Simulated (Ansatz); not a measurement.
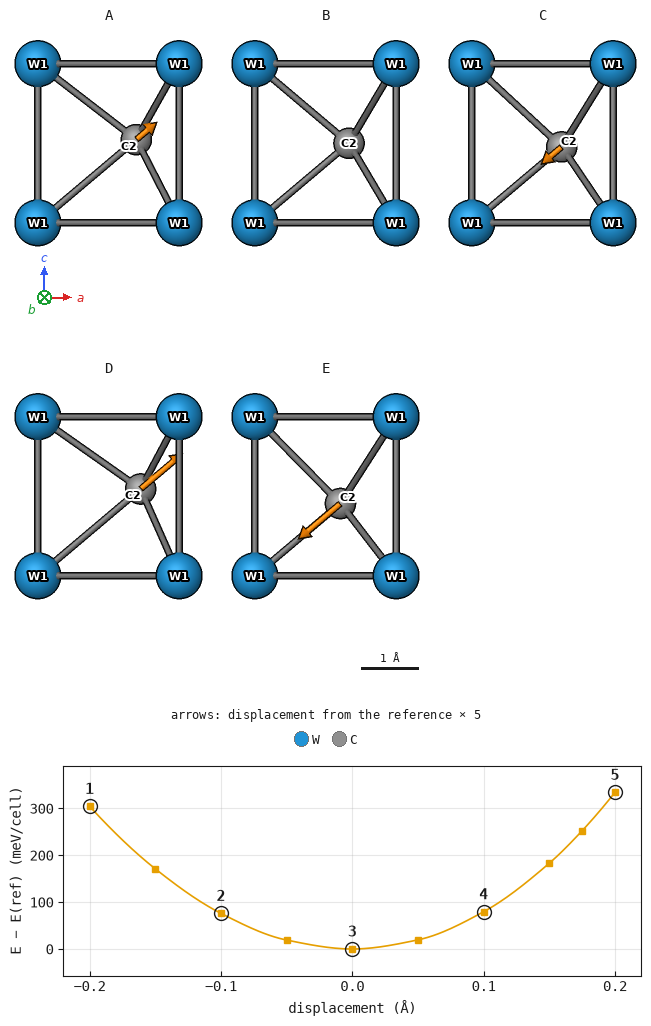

Solid WC (P-6m2): the whole C sublattice is shifted rigidly, towards the nearest copy of atom 1 (W) at 2.192 Å, all else fixed. The frames are shuffled; the numbered points of the plot belong to them. The picture is a ball-and-stick view of the cell of the calculation, seen along the b axis. Orange arrows: displacements from the reference.

Theory: Ansatz 0.2.0, DFT PBE, scalar-relativistic, plane waves, PAW. Set-up: plane-wave cutoff 420 eV; k-point mesh 18 × 18 × 16; occupations gaussian; smearing width 0.15 eV; no spin polarisation. Energies (free energies at the smearing named) are counted from the cell as listed in its source, which wasn't relaxed.

Question: Which frame belongs to which numbered point?

Answer: Point 1 is frame D (the displacement −0.20 Å, 304 meV/cell); 2 is frame A (the displacement −0.10 Å, 76 meV/cell); 3 is frame B (the displacement 0.00 Å, 0 meV/cell); 4 is frame C (the displacement 0.10 Å, 80 meV/cell); 5 is frame E (the displacement 0.20 Å, 334 meV/cell). The lowest computed point lies at the displacement 0.00 Å (0 meV/cell). At the ends of the scan the energy is 304 meV/cell (−0.20 Å) and 334 meV/cell (0.20 Å). The curvature at zero is about 16 eV/Å² per cell. The well is nearly symmetric. At the highest point the shortest interatomic distance is 1.99 Å, against 2.19 Å in the reference. The distortion takes the space group from P-6m2 to Cm.
